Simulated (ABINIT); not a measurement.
CdSe: effective mass calculation (part 3 of 3)

The same run, continued: CdSe (2 atoms in the cell); Kohn-Sham DFT of a periodic cell, PBE, PseudoDojo NC SR PBE v0.4.1 standard, no spin polarisation (ABINIT 10.8.3); cutoff 1278.94 eV, 6×6×6 k-mesh, fixed occupations. The structure derives from a Materials Project entry.

Geometry of the input (Å; fractional positions):
```
0.0000  3.0703  3.0703
3.0703  0.0000  3.0703
3.0703  3.0703  0.0000
Cd 0.0000  0.0000  0.0000
Se 0.2500  0.2500  0.2500
```

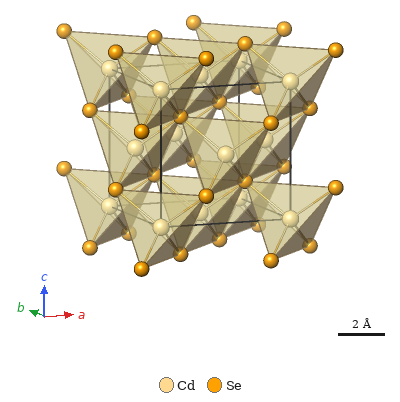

Fig. 1: The structure as given in the input (polyhedral view of the cell 4 times as large as that of the calculation, set on its symmetry axes, seen slightly off an axis; polyhedra are completed across the faces of the cell).

## The program's output, continued
```
 K-point ( 0.000, 0.000, 0.000) | band =    16
 Transport equivalent effective mass tensor:
             -0.0544381893              0.0000000308             -0.0000000132
              0.0000000308             -0.0544376960             -0.0000000071
             -0.0000000132             -0.0000000071             -0.0544375119
 Transport equivalent effective mass tensor eigenvalues:
             -0.0544381915             -0.0544376945             -0.0544375113
 Angular average effective mass 1/(<1/m>)=  -0.0541799367
 Angular average effective mass for Frohlich model (<m**0.5>)**2=  -0.0541977851
 Effective masses along directions: (cart. coord. / red. coord. -> eff. mass)
    1:   1.000000  0.000000  0.000000 /   0.000000  0.707107  0.707107 ->  -0.0569565127
    2:   0.000000  1.000000  0.000000 /   0.707107  0.000000  0.707107 ->  -0.0569559519
    3:   0.000000  0.000000  1.000000 /   0.707107  0.707107  0.000000 ->  -0.0569558043
    4:   0.707107  0.707107  0.000000 /   0.408248  0.408248  0.816497 ->  -0.0535663402
    5:   0.577350  0.577350  0.577350 /   0.577350  0.577350  0.577350 ->  -0.0525242129

 K-point ( 0.000, 0.000, 0.000) | band =    17
 Transport equivalent effective mass tensor:
             -1.2386889620              0.0000078318             -0.0000027535
              0.0000078318             -1.2384603988             -0.0000019615
             -0.0000027535             -0.0000019615             -1.2391507280
 Transport equivalent effective mass tensor eigenvalues:
             -1.2391507498             -1.2386892144             -1.2384601246
 Angular average effective mass 1/(<1/m>)=  -0.7998635082
 Angular average effective mass for Frohlich model (<m**0.5>)**2=  -0.8144205180
 Effective masses along directions: (cart. coord. / red. coord. -> eff. mass)
    1:   1.000000  0.000000  0.000000 /   0.000000  0.707107  0.707107 ->  -0.7017633260
    2:   0.000000  1.000000  0.000000 /   0.707107  0.000000  0.707107 ->  -0.7017633241
    3:   0.000000  0.000000  1.000000 /   0.707107  0.707107  0.000000 ->  -0.7017633269
    4:   0.707107  0.707107  0.000000 /   0.408248  0.408248  0.816497 ->  -0.7017633273
    5:   0.577350  0.577350  0.577350 /   0.577350  0.577350  0.577350 ->  -1.4614114534

 K-point ( 0.000, 0.000, 0.000) | band =    18
 Transport equivalent effective mass tensor:
             -7.2922814450              0.0000612476              0.0000146832
              0.0000612476             -7.2925764748             -0.0000190595
              0.0000146832             -0.0000190595             -7.2893605906
 Transport equivalent effective mass tensor eigenvalues:
             -7.2925888284             -7.2922692745             -7.2893604074
 Angular average effective mass 1/(<1/m>)=  -1.4283291612
 Angular average effective mass for Frohlich model (<m**0.5>)**2=  -1.6078046320
 Effective masses along directions: (cart. coord. / red. coord. -> eff. mass)
    1:   1.000000  0.000000  0.000000 /   0.000000  0.707107  0.707107 ->  -0.7017633282
    2:   0.000000  1.000000  0.000000 /   0.707107  0.000000  0.707107 ->  -0.7017633282
    3:   0.000000  0.000000  1.000000 /   0.707107  0.707107  0.000000 ->  -0.7017633283
    4:   0.707107  0.707107  0.000000 /   0.408248  0.408248  0.816497 ->  -3.1856164715
    5:   0.577350  0.577350  0.577350 /   0.577350  0.577350  0.577350 ->  -1.4614571845

 Angular average effective mass for Frohlich model, averaged over degenerate bands.
 Value of     (<<m**0.5>>)**2 =     6.417340E-01
 Absolute Value of <<m**0.5>> =     8.010830E-01

 K-point ( 0.000, 0.000, 0.000) | band =    19
 Effective mass tensor:
              0.0552584349              0.0000000000              0.0000000000
              0.0000000000              0.0552584349              0.0000000000
              0.0000000000              0.0000000000              0.0552584349
 Effective mass tensor eigenvalues:
              0.0552584349              0.0552584349              0.0552584349
 Angular average effective mass 1/(<1/m>)=   0.0552584349
 Angular average effective mass for Frohlich model (<m**0.5>)**2=   0.0552584349
 Effective masses along directions: (cart. coord. / red. coord. -> eff. mass)
    1:   1.000000  0.000000  0.000000 /   0.000000  0.707107  0.707107 ->   0.0552584349
    2:   0.000000  1.000000  0.000000 /   0.707107  0.000000  0.707107 ->   0.0552584349
    3:   0.000000  0.000000  1.000000 /   0.707107  0.707107  0.000000 ->   0.0552584349
    4:   0.707107  0.707107  0.000000 /   0.408248  0.408248  0.816497 ->   0.0552584349
    5:   0.577350  0.577350  0.577350 /   0.577350  0.577350  0.577350 ->   0.0552584349

 END OF EFFECTIVE MASSES SECTION

================================================================================

 ---- first-order wavefunction calculations are completed ----

 Total localisation tensor (bohr^2) in cartesian coordinates
  WARNING : still subject to testing - especially symmetries.
      direction              matrix element
   alpha     beta       real part   imaginary part
     1        1      36.6713274753   -0.0000000000
     1        2      18.3356658010    0.0000000000
     1        3      18.3356616743   -0.0000000000
     2        1      18.3356658010    0.0000000000
     2        2      36.6713279587   -0.0000000000
     2        3      18.3356621577   -0.0000000000
     3        1      18.3356616743   -0.0000000000
     3        2      18.3356621577   -0.0000000000
     3        3      36.6713238320   -0.0000000000

 respfn : d/dk was computed, but no 2DTE, so no DDB output.

== END DATASET(S) ==============================================================
================================================================================

 -outvars: echo values of variables after computation  --------
            acell      8.2052270632E+00  8.2052270632E+00  8.2052270632E+00 Bohr
           etotal1    -2.9661574733E+02
           etotal3    -8.8702594972E+01
            fcart1    -1.7403427857E-29 -1.7403427857E-29  5.2210283571E-29
                       1.7403427857E-29  1.7403427857E-29 -5.2210283571E-29
            rprim      0.0000000000E+00  7.0710678120E-01  7.0710678120E-01
                       7.0710678120E-01  0.0000000000E+00  7.0710678120E-01
                       7.0710678120E-01  7.0710678120E-01  0.0000000000E+00
           strten1    -3.4894474387E-05 -3.4894474387E-05 -3.4894474387E-05
                       0.0000000000E+00  0.0000000000E+00  0.0000000000E+00
           xangst      0.0000000000E+00  0.0000000000E+00  0.0000000000E+00
                       1.5351355993E+00  1.5351355993E+00  1.5351355993E+00
             xred      0.0000000000E+00  0.0000000000E+00  0.0000000000E+00
                       2.5000000000E-01  2.5000000000E-01  2.5000000000E-01
 Calculation completed.
```

## Summary

- outcome: converged
- space group (tolerance 0.01 Å): F-43m (216)
- electrons treated: 36
- free energy: −8071.3257 eV
- Fermi energy: 3.690 eV
- pressure: 1.03 GPa
- largest force (length of the vector): under 0.001 eV/Å
- hardware: 1 thread of Arm Neoverse V1, 24 GiB of memory available, shared host
- wall time: 5.7 min
- peak memory: 0.3 GiB
